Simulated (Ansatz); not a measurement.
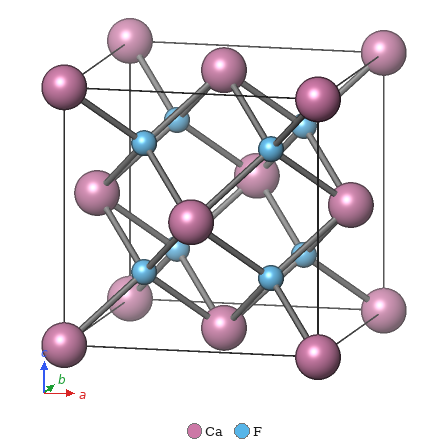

System: CaF₂, space group Fm-3m (No. 225). The picture shows the conventional cell.

Structure:
```
Ca F
1.0
     0.00000    2.52397    2.52397
     2.52397    0.00000    2.52397
     2.52397    2.52397    0.00000
Ca F
1 2
Direct
  0.00000 0.00000 0.00000
  0.25000 0.25000 0.25000
  0.75000 0.75000 0.75000
```

Method: harmonic phonon frequencies at the zone centre with atoms at rest in the given cell, without the long-range term of polar modes, the three translations left out, imaginary frequencies are negative; plane waves with PAW datasets, Γ-centred k mesh (Ansatz 0.2.0). Level: PBEsol, no spin polarisation.

```tsv
setting	value
wave cutoff	420 eV
k mesh	8×8×8
occupations	fixed
pressure	30 GPa
phonon method	linear response
```

Describe the result: the zone-centre optical phonon frequencies (the three acoustic modes are left out).

No frequency is imaginary, so the structure is stable to these displacements (zone-boundary modes weren't tested here). The highest mode lies at 443.0 cm⁻¹ (without the field of polar modes). The optical modes lie at 403.3 (×3), 443.0 (×3) cm⁻¹.

```
frequency (cm⁻¹)
           403.3
           403.3
           403.3
           443.0
           443.0
           443.0
```

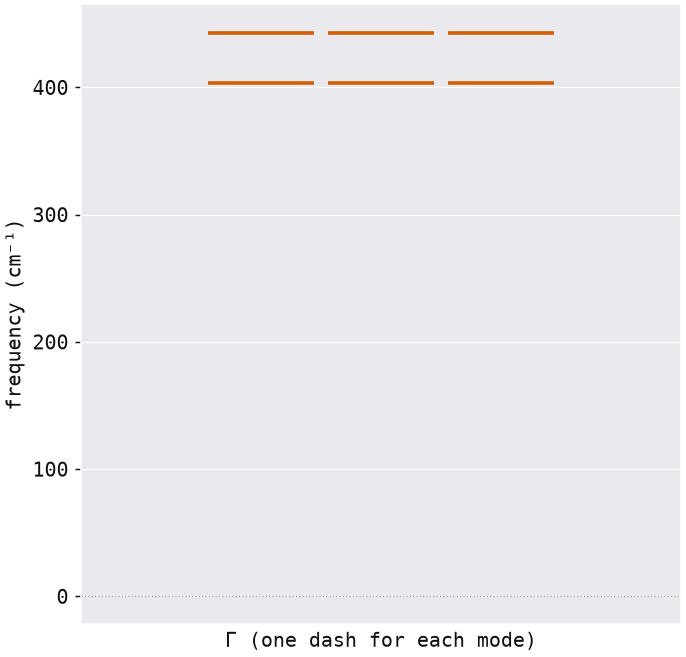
